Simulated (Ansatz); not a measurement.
# Calculations on Ga

Part 1: Vibrations

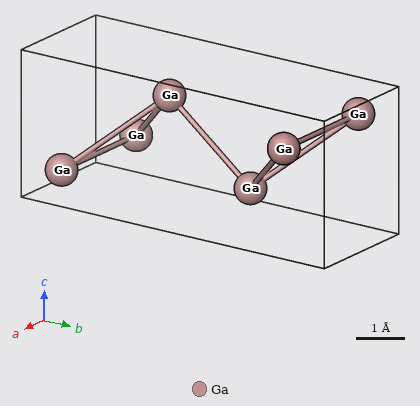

Phonons of a crystal of Ga at 0.98 times its rest volume, space group Cmcm (No. 63), at the zone centre. Style: ball-and-stick. Shown: the conventional cell (2 times the calculation's cell), from a free direction. Lengths and directions refer to the drawn axes.

Method: DFT LDA, scalar-relativistic, plane waves, PAW in Ansatz.

Input file:
```yaml
crystal:
  lattice:
    - [1.3410468443, -3.8856578673, 0.0]
    - [1.3410468443, 3.8856578673, 0.0]
    - [0.0, 0.0, 3.2609892135]
  atoms:
    - { symbol: Ga, position: [0.8664398721, 0.1335601279, 0.25] }
    - { symbol: Ga, position: [0.1335601279, 0.8664398721, 0.75] }
basis:
  ecutwfc: 420
kpoints:
  mp_grid: { grid: [16, 16, 14] }
hamiltonian:
  xc: lda
scf:
  occupations: { method: fermi_dirac, width: 0.15 }
output:
  eigenvalues: true
phonons:
  method: dfpt
  eigenvectors: true
```

Launched with:
```bash
ansatz run input.yaml --threads 1 --pin off --max-ram 3072MiB --backend cpu --events-out ev --progress --plain --runs-dir out
```

The frequencies depend somewhat on the k-mesh and the smearing.

Question: List the optical modes.

Answer: The calculation's cell holds 2 atoms, so there are 3 optical modes, in 3 levels. The optical modes span B₁g + B₃g + A_g. No level is unstable.

```csv
level,symmetry,frequency (cm⁻¹),activity
1,B₁g,49,Raman-active
2,B₃g,129,Raman-active
3,A_g,202,Raman-active
```

The modes drawn as arrows:

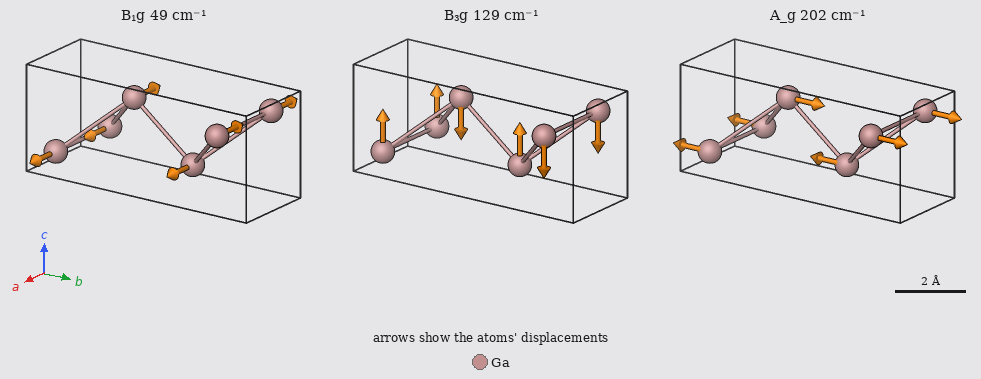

Part 2: One mode

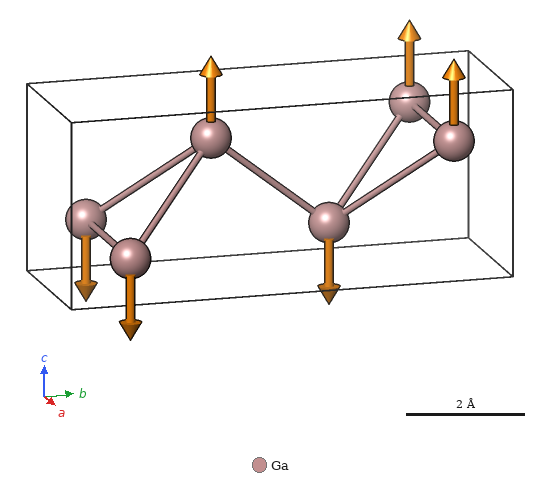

One vibrational mode of a crystal of Ga at the zone centre. Displacements are drawn as orange arrows; their common scale and sign are arbitrary. The picture is a ball-and-stick view of the conventional cell (2 times the calculation's cell), seen slightly off an axis. Lengths and directions refer to the drawn axes.

The calculation used DFT LDA, scalar-relativistic, plane waves, PAW in Ansatz.

The input:
```yaml
crystal:
  lattice:
    - [1.3501914553, -3.906978313, 0.0]
    - [1.3501914553, 3.906978313, 0.0]
    - [0.0, 0.0, 3.286967709]
  atoms:
    - { symbol: Ga, position: [0.8663570317, 0.1336429683, 0.25] }
    - { symbol: Ga, position: [0.1336429683, 0.8663570317, 0.75] }
basis:
  ecutwfc: 420
kpoints:
  mp_grid: { grid: [16, 16, 14] }
hamiltonian:
  xc: lda
scf:
  occupations: { method: fermi_dirac, width: 0.15 }
output:
  eigenvalues: true
phonons:
  method: dfpt
  eigenvectors: true
```

Run as
```bash
ansatz run input.yaml --threads 1 --pin off --max-ram 3072MiB --backend cpu --events-out ev --progress --plain --runs-dir out
```

The frequencies depend somewhat on the k-mesh and the smearing.

Give the symmetry, activity and frequency of this mode.

This is the B₃g mode at 124 cm⁻¹, optical level 2 of 3, counted from below, Raman-active by symmetry. All motion is along c; atoms of one kind move against one another, with no net shift of their sublattice.

Part 3: Softest mode

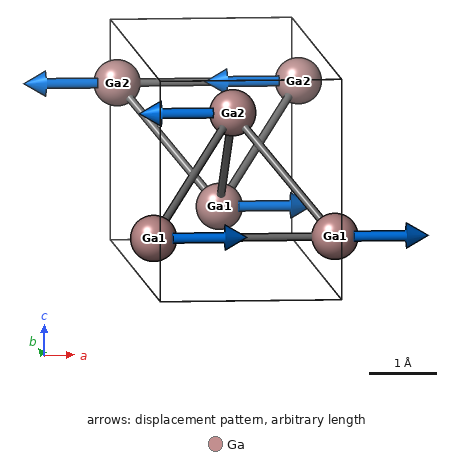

The lowest optical mode of a crystal of Ga at 1.02 times its rest volume, space group Cmcm (No. 63), at the zone centre. Displacements are drawn as blue arrows; their common scale and sign are arbitrary. A ball-and-stick model of the conventional cell (2 times the calculation's cell), seen from a free direction. Lengths and directions refer to the drawn axes.

Computed with DFT LDA, scalar-relativistic, plane waves, PAW (Ansatz 0.2.0).

Input file:
```yaml
crystal:
  lattice:
    - [1.3590764886, -3.9284028059, 0.0]
    - [1.3590764886, 3.9284028059, 0.0]
    - [0.0, 0.0, 3.312623307]
  atoms:
    - { symbol: Ga, position: [0.8662791177, 0.1337208823, 0.25] }
    - { symbol: Ga, position: [0.1337208823, 0.8662791177, 0.75] }
basis:
  ecutwfc: 420
kpoints:
  mp_grid: { grid: [16, 16, 14] }
hamiltonian:
  xc: lda
scf:
  occupations: { method: fermi_dirac, width: 0.15 }
output:
  eigenvalues: true
phonons:
  method: dfpt
  eigenvectors: true
```

Command:
```bash
ansatz run input.yaml --threads 1 --pin off --max-ram 3072MiB --backend cpu --events-out ev --progress --plain --runs-dir out
```

The frequencies depend somewhat on the k-mesh and the smearing.

Q: Is this crystal at a minimum with respect to the drawn distortion?

A: Yes: this softest mode has a real frequency, and so have all others here. That speaks for this wave vector alone: the rest of the zone wasn't checked in this run. This is the B₁g mode at 1.33 THz, the lowest optical level, Raman-active by symmetry. All motion is along a; atoms of one kind move against one another, with no net shift of their sublattice.
